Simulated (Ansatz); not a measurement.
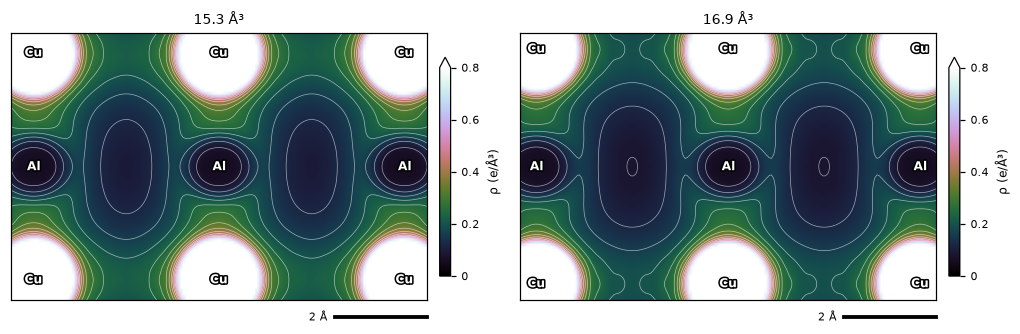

Al$_{2}$Cu. The valence pseudo-density of cells scaled evenly to different volumes (given per atom above each panel), on the (101) plane of each (indices in the axes of the cell below), at one length scale and on one colour scale.

A structure from a database of computed crystals, not necessarily the ambient phase.

The calculation used Kohn-Sham DFT of a periodic cell, r2SCAN, Ansatz PAW in Ansatz 0.2.0.

The density is the valence pseudo-density of a PAW calculation; it isn't the true density close to the nuclei.

The largest cell:

```
Cu Al
1.0
     4.15920    0.00000    0.00000
     0.00000    4.15920    0.00000
     0.00000    0.00000    2.92936
Cu Al
1 2
Direct
  0.00000 0.00000 0.00000
  0.00000 0.50000 0.50000
  0.50000 0.00000 0.50000
```

| volume (Å³/atom) | Al–Cu contact in the plane (Å) | ρ at its midpoint (e/Å³) | pressure (GPa) | 
| --- | --- | --- | --- |
| 15.27 | 2.459 | 0.323 | 4.5 | 
| 15.92 | 2.494 | ? | ? | 
| 16.89 | 2.544 | 0.284 | −5.4 | 

Q: Estimate the missing row, and compare with the calculation.

A: Over the known rows ln ρ falls by 1.51 per Å of Al–Cu distance (the line through the two), which gives 0.306 e/Å³ at 2.494 Å; the calculation gives 0.307 e/Å³. For the pressure, a straight line in volume between the neighbouring rows gives 0.5 GPa; the calculation gives −0.2, lower because pressure rises ever faster on compression.
